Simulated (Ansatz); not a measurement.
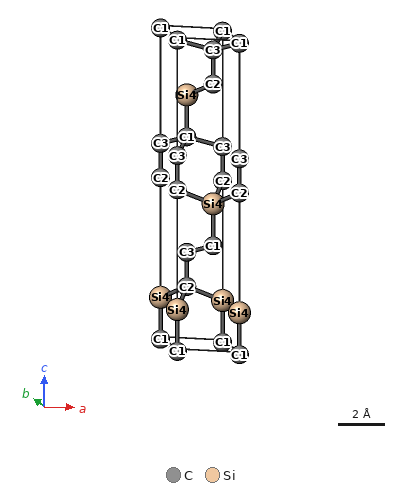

Fig. 1: The structure as given in the input (ball-and-stick view of the cell 3 times as large as that of the calculation, set on its symmetry axes, seen slightly off an axis; atoms are numbered from 1 in the order of the input). Near neighbours in the crystal (not all of them lie inside the picture): C has 3 C at 1.72 Å and 1 Si at 1.89 Å; C has 1 C at 1.54 Å and 3 Si at 1.79 Å; C has 4 C at 1.54 to 1.72 Å; Si has 4 C at 1.79 to 1.89 Å.

**Two runs on SiC$_{3}$**

System: SiC$_{3}$ (4 atoms in the cell).
Method of run 1: DFT, PBE, plane waves, PAW, no spin polarisation (Ansatz 0.2.0).

The structure was built on a prototype by a generator. The geometry comes from this level: r2SCAN. Text and figures count atoms from 1; the logs count them from 0 in places.

**Input, run 1**
```yaml
crystal:
  lattice:
    - [1.4154339591, 0.8172011773, 4.6700734309]
    - [-1.4154339591, 0.8172011773, 4.6700734309]
    - [0.0, -1.6344023546, 4.6700734309]
  atoms:
    - { symbol: C, position: [1.0082378925, 0.0082378925, 0.0082378925] }
    - { symbol: C, position: [0.4889604675, 0.4889604675, 0.4889604675] }
    - { symbol: C, position: [0.3791724032, 0.3791724032, 0.3791724032] }
    - { symbol: Si, position: [0.8736292368, 0.8736292368, 0.8736292368] }
kpoints:
  mp_grid: { grid: [10, 10, 10] }
  band_path:
    path:
      - [0.0, 0.0, 0.0]
      - [-0.5, -0.5, -0.5]
      - [-0.5, -0.187080252, -0.812919748]
      - [-0.187080252, 0.187080252, -0.5]
      - [0.0, 0.0, -0.5]
      - [0.0, 0.343540126, -0.343540126]
      - [-0.343540126, 0.0, -0.656459874]
      - [-0.5, 0.0, -0.5]
      - [0.119792, -0.442708, -0.442708]
      - [0.1, -0.5, -0.5]
    npoints: 1
hamiltonian:
  xc: pbe
scf:
  occupations: { method: fixed }
  n_extra_bands: 5
output:
  forces: true
  stress: true
  eigenvalues: true
```

Command:
```bash
ansatz run input.yaml --threads 2 --pin off --max-ram 2764MiB --backend cpu --events-out ev --progress --plain --runs-dir out
```

Hardware: 2 threads of Arm Neoverse V1, 24 GiB of memory available, shared host.

**Output, shortened to warnings, some set-up lines, iterations and results (run 1)**
```
Basis set: ecut = 420 eV, 663 PW (Γ), FFT grids on a1−a3, a2−a3, a3, exchange–correlation on 40×40×72 points (8 copies of the dense FFT grid, shifted against one another)
Symmetry: 6 space group operations
k-points: 116 of 1000 (time reversal used)
Initial density: superposition of atomic densities (neutral atoms: chi_scale 0, normalization atom), corrected by the library's trained network
[...]
SCF iter   1: F=—  HF=-1386.566489 eV  |F-HF|=—  |Δ(HF+E_count)|=         —  Δρ=7.52e-3  dr2=3.67e-2  ethr=1.77e-3  ⟨swp⟩=5.3  Hψ=8213  notcnv=0  defer=322
SCF iter   2: F=—  HF=-1386.561116 eV  |F-HF|=—  |Δ(HF+E_count)|=   5.37e-3  Δρ=6.18e-3  dr2=1.75e-2  ethr=2.29e-4  ⟨swp⟩=2.4  Hψ=3114  notcnv=0  defer=340
SCF iter   3: F=—  HF=-1386.557013 eV  |F-HF|=—  |Δ(HF+E_count)|=   4.10e-3  Δρ=1.92e-3  dr2=6.38e-4  ethr=1.09e-4  ⟨swp⟩=2.2  Hψ=2217  notcnv=0  defer=341
SCF iter   4: F=—  HF=-1386.557067 eV  |F-HF|=—  |Δ(HF+E_count)|=   5.31e-5  Δρ=4.94e-4  dr2=6.57e-5  ethr=3.99e-6  ⟨swp⟩=2.3  Hψ=2449  notcnv=0  defer=342
SCF iter   5: F=—  HF=-1386.557085 eV  |F-HF|=—  |Δ(HF+E_count)|=   1.89e-5  Δρ=1.26e-4  dr2=2.19e-6  ethr=4.11e-7  ⟨swp⟩=2.3  Hψ=2308  notcnv=0  defer=120
SCF iter   6: F=—  HF=-1386.557088 eV  |F-HF|=—  |Δ(HF+E_count)|=   2.11e-6  Δρ=2.80e-5  dr2=1.53e-7  ethr=1.37e-8  ⟨swp⟩=2.2  Hψ=2253  notcnv=0  defer=120
SCF iter   7: F=-1386.557088 eV  HF=-1386.557088 eV  |F-HF|=3.04e-9  |Δ(HF+E_count)|=   1.06e-7  Δρ=4.37e-6  dr2=3.61e-9  ethr=6.25e-10  ⟨swp⟩=9.4  Hψ=8367  notcnv=0
SCF 1 converged in 7 iterations: F = -1386.557088 eV  dr2 = 3.61e-9
NSCF: frozen V_eff on 10 k-points
SCF converged after 7 iterations
Free energy (F): -1386.557088 eV
Harris-Foulkes:  -1386.557088 eV  (|F-HF|=3.04e-9)
Internal energy: -1386.557088 eV  (E = F + TS)
E sigma→0 (E₀):  -1386.557088 eV
Fermi energy:    11.276883 eV
--- Per-component energies (eV) ---
  E_band       = 57.315308
  E_kinetic    = 314.574248
  E_local      = -255.370272  (includes V_loc(G=0)·N_el)
  E_nonlocal   = 106.079408
  E_hartree    = 71.209006
  E_xc         = -201.663677
  E_vxc        = -228.557636  (∫ρ·V_xc dr)
  E_paw        = -810.117299  (= ΣΔE_a)
  E_vpaw       = -21.828469  (= ΣTr[D̂ρ^β])
  E_aug_tail   = 0.000028  (compensation charges beyond the density's cutoff)
  E_ewald      = -611.268529
  E_smearing   = -0.000000  (= −TS)
  E_closure    = -0.000000  (closes the sum)
  Σ components = -1386.557088   (vs F -1386.557088, Δ=0.00e0)
--- Forces (eV/Å), atoms counted from 1 ---
  atom   1  C      0.00000000     0.00000000     0.22842200
  atom   2  C     -0.00000000    -0.00000000    -0.34663640
  atom   3  C     -0.00000000     0.00000000    -0.12000596
  atom   4  Si     0.00000000     0.00000000     0.23824528
  max |Σ_I F_I| component: 2.49e-5 eV/Å
--- Stress (GPa, compression-positive) ---
        3.037916      -0.000000       0.000000
       -0.000000       3.037916       0.000000
        0.000000       0.000000       3.930955
  P = ⅓ Tr σ = 3.3356 GPa (33.356 kbar)
```

The input of run 2 differs as follows (lines with − go, lines with + come):
```diff
-  xc: pbe
+  xc: r2scan
```

How does run 2 compare with run 1?

The total energies belong to different methods, so their difference says nothing on which is more stable or more accurate. The gap on the mesh goes from 1.59 to 1.88 eV. The pressure goes from 3.34 to 0.00 GPa. The largest force goes from 0.347 to 0.000 eV/Å. The functional changes from PBE to r2SCAN. The number of SCF iterations is the same. The default cutoff goes from 420 to 500 eV with the change. The plane waves at Γ go from 663 to 821. On the same kind of shared host run 2 took about 2.1 times as long.

**Output, shortened to warnings, some set-up lines, iterations and results (run 2)**
```
Basis set: ecut = 500 eV, 821 PW (Γ), FFT grids on a1−a3, a2−a3, a3, exchange–correlation on 96×96×160 points (64 copies of the dense FFT grid, shifted against one another)
Symmetry: 6 space group operations
k-points: 116 of 1000 (time reversal used)
Initial density: superposition of atomic densities (neutral atoms: chi_scale 0, normalization atom), corrected by the library's trained network
[...]
SCF iter   1: F=—  HF=-1392.054393 eV  |F-HF|=—  |Δ(HF+E_count)|=         —  Δρ=1.04e-2  dr2=5.30e-2  dr2_τ=4.92e-1  ethr=1.77e-3  ⟨swp⟩=5.4  Hψ=8364  notcnv=0  defer=333
SCF iter   2: F=—  HF=-1392.136663 eV  |F-HF|=—  |Δ(HF+E_count)|=   8.23e-2  Δρ=6.99e-3  dr2=1.44e-2  dr2_τ=1.60e-3  ethr=3.31e-4  ⟨swp⟩=2.0  Hψ=3525  notcnv=0  defer=338
SCF iter   3: F=—  HF=-1392.134280 eV  |F-HF|=—  |Δ(HF+E_count)|=   2.38e-3  Δρ=3.47e-3  dr2=1.90e-3  dr2_τ=1.36e-4  ethr=9.02e-5  ⟨swp⟩=2.1  Hψ=2207  notcnv=0  defer=341
SCF iter   4: F=—  HF=-1392.134450 eV  |F-HF|=—  |Δ(HF+E_count)|=   1.70e-4  Δρ=1.07e-3  dr2=3.56e-4  dr2_τ=5.73e-5  ethr=1.19e-5  ⟨swp⟩=2.4  Hψ=2409  notcnv=0  defer=342
SCF iter   5: F=—  HF=-1392.134375 eV  |F-HF|=—  |Δ(HF+E_count)|=   7.54e-5  Δρ=1.72e-4  dr2=8.37e-6  dr2_τ=4.18e-7  ethr=2.23e-6  ⟨swp⟩=2.1  Hψ=2344  notcnv=0  defer=342
SCF iter   6: F=—  HF=-1392.134374 eV  |F-HF|=—  |Δ(HF+E_count)|=   1.03e-6  Δρ=6.17e-5  dr2=6.19e-7  dr2_τ=6.39e-8  ethr=5.23e-8  ⟨swp⟩=2.1  Hψ=2258  notcnv=0  defer=117
SCF iter   7: F=-1392.134374 eV  HF=-1392.134374 eV  |F-HF|=3.01e-8  |Δ(HF+E_count)|=   3.07e-7  Δρ=1.82e-5  dr2=4.95e-8  dr2_τ=4.12e-9  ethr=6.25e-10  ⟨swp⟩=10.0  Hψ=9042  …
SCF 1 converged in 7 iterations: F = -1392.134374 eV  dr2 = 4.95e-8
NSCF: frozen V_eff on 10 k-points
SCF converged after 7 iterations
Free energy (F): -1392.134374 eV
Harris-Foulkes:  -1392.134374 eV  (|F-HF|=3.01e-8)
Internal energy: -1392.134374 eV  (E = F + TS)
E sigma→0 (E₀):  -1392.134374 eV
Fermi energy:    11.209218 eV
--- Per-component energies (eV) ---
  E_band       = 49.880894
  E_kinetic    = 314.309119
  E_local      = -253.238442  (includes V_loc(G=0)·N_el)
  E_nonlocal   = 103.819116
  E_hartree    = 71.526828
  E_xc         = -195.815293
  E_vxc        = -248.977874  (∫ρ·V_xc dr)
  E_paw        = -821.316434  (= ΣΔE_a)
  E_vpaw       = -21.582934  (= ΣTr[D̂ρ^β])
  E_aug_tail   = 0.000017  (compensation charges beyond the density's cutoff)
  E_vtau       = 12.498787  (kinetic-family band-sum trace: ∫τ·v_τ [+ j·A + Jᵃ·Aᵃ] dr)
  E_ewald      = -611.268529
  E_core_change = -0.150754  (= ΣΔE_core)
  E_smearing   = -0.000000  (= −TS)
  E_closure    = -0.000000  (closes the sum)
  Σ components = -1392.134374   (vs F -1392.134374, Δ=0.00e0)
--- Forces (eV/Å), atoms counted from 1 ---
  atom   1  C      0.00000000    -0.00000000     0.00011875
  atom   2  C      0.00000000     0.00000000     0.00012434
  atom   3  C      0.00000000     0.00000000    -0.00002574
  atom   4  Si     0.00000000     0.00000000    -0.00037005
  max |Σ_I F_I| component: 1.53e-4 eV/Å
--- Stress (GPa, compression-positive) ---
        0.001584      -0.000000       0.000000
       -0.000000       0.001584       0.000000
        0.000000       0.000000       0.006855
  P = ⅓ Tr σ = 0.0033 GPa (0.033 kbar)
```

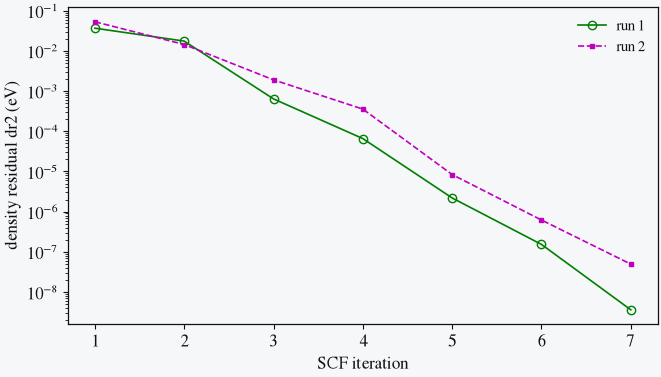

Fig. 2: Convergence of the two runs: density residual dr2 against the SCF iteration. Run 1 takes 7 iterations in all, and run 2 takes 7.

**The two runs side by side**

| quantity | run 1 | run 2 |
| --- | --- | --- |
| outcome | converged | converged |
| free energy per atom (eV) | −346.6393 | −348.0336 |
| gap on the mesh (eV) | 1.59 | 1.88 |
| pressure (GPa) | 3.34 | 0.00 |
| largest force (eV/Å) | 0.347 | 0.000 |
| SCF iterations | 7 | 7 |
| irreducible k-points | 116 | 116 |
| plane waves at Γ | 663 | 821 |
| wall time (shared host) | 3.6 s | 7.7 s |
